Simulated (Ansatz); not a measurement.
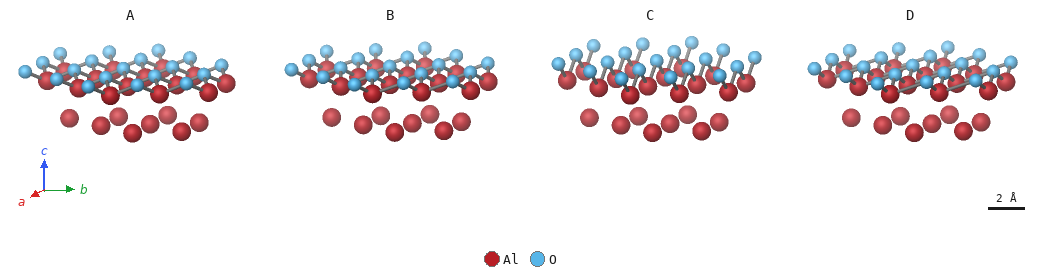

4 geometries from one constrained relaxation of a slab of composition Al$_{8}$O (cut from the P6_3/mmc phase), in shuffled order. A ball-and-stick model of the atoms within 5.8 Å of the atom that moves most (axes of the 3 × 2 repeat of the cell, outlined in the plane, without the vacuum), seen slightly off an axis.

Case: O put at a bridge Al-Al site. The slab is the (0 0 1) face of Al with O on it. 4 atoms are held fixed.

All numbers below come from DFT PBEsol, scalar-relativistic, plane waves, PAW in Ansatz. Settings: plane-wave cutoff 420 eV; k-point mesh 12 × 12 × 1; occupations gaussian; smearing width 0.1 eV; no spin polarisation; dipole correction; atoms relaxed in a fixed cell; force threshold 0.03 eV/Å; at most 70 steps.

### Put them in the order of the run, from the start to the converged end.

C, D, B, A. They are steps 0, 2, 3, 8, at +1.959 eV per cell of the calculation, +0.955 eV per cell of the calculation, +0.368 eV per cell of the calculation relative to the last. Over 7 accepted moves (8 points after the start) the energy falls by 1.959 eV per cell of the calculation. Largest force component: 4.7 eV/Å at the start, 0.015 eV/Å at the end. 1 step only repeated the SCF at the same geometry. The atom that moves furthest is the O atom (0.96 Å at 58° to the normal (−c side)). By element the largest moves are O 0.96 Å, Al 0.03 Å. The cell doesn't change. Some distances before and after: Al–O 2.743 → 1.792 Å, Al–O 1.871 → 1.792 Å. New bonds form, among them: Al–O (2.74 → 1.79 Å). Among the angles between lasting bonds that change: O–Al–O 98.6° → 104.6°, Al–O–Al 98.6° → 104.6°. The run took 2.4 min on 2 threads of Intel(R) Xeon(R) Processor @ 2.70GHz, with other jobs on the host, peak memory 0.6 GiB.

Limits of the set-up: the periodic images lie only 2.8 Å apart, so the values are limited by the cell's size.
